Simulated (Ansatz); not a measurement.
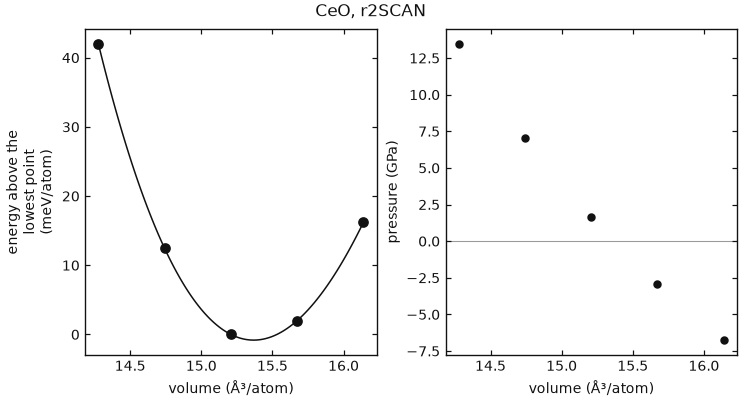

Plotted: energy above the lowest point and pressure against volume for CeO, space group Fm-3m (No. 225) (one of a set of cubic test structures, which need not be the stable phase).

Calculation (Ansatz 0.2.0 development build): equation of state of a cubic crystal from periodic Kohn-Sham density functional theory without spin, third-order Birch-Murnaghan fit to the free energies; pressure corrected for the finite basis. Level: r2SCAN.

- structure type: rock salt
- atoms in cell: 2
- space group number: 225
- lattice centring: face-centred primitive
- k mesh: 12×12×12
- occupation method: Fermi–Dirac
- occupation width: 0.1 eV
- wave cutoff: 500 eV
- datasets: soft-1 PAW
- density tolerance: 1e−07 eV
- bands: 19
- density cutoff ratio: 4
- search for lower states: default

What equilibrium volume and bulk modulus follow from the curve?

A third-order Birch–Murnaghan fit gives V0 = 15.37 Å³/atom, B0 = 154 GPa and B′ = 4.6.

How does the pressure vary with volume?

It falls from 13.5 GPa at volume 14.28 Å³/atom to −6.7 GPa at 16.14 Å³/atom, and changes sign near 15.38 Å³/atom.

Note: open f shell treated without spin; open f shell, state may not be the lowest.

The computed values:

```json
{"volume (Å³/atom)": "14.28", "energy above the lowest point (meV/atom)": "42.0", "pressure (GPa)": "13.5"}
{"volume (Å³/atom)": "14.74", "energy above the lowest point (meV/atom)": "12.4", "pressure (GPa)": "7.1"}
{"volume (Å³/atom)": "15.21", "energy above the lowest point (meV/atom)": "0.0", "pressure (GPa)": "1.7"}
{"volume (Å³/atom)": "15.67", "energy above the lowest point (meV/atom)": "2.0", "pressure (GPa)": "-2.9"}
{"volume (Å³/atom)": "16.14", "energy above the lowest point (meV/atom)": "16.2", "pressure (GPa)": "-6.7"}
```
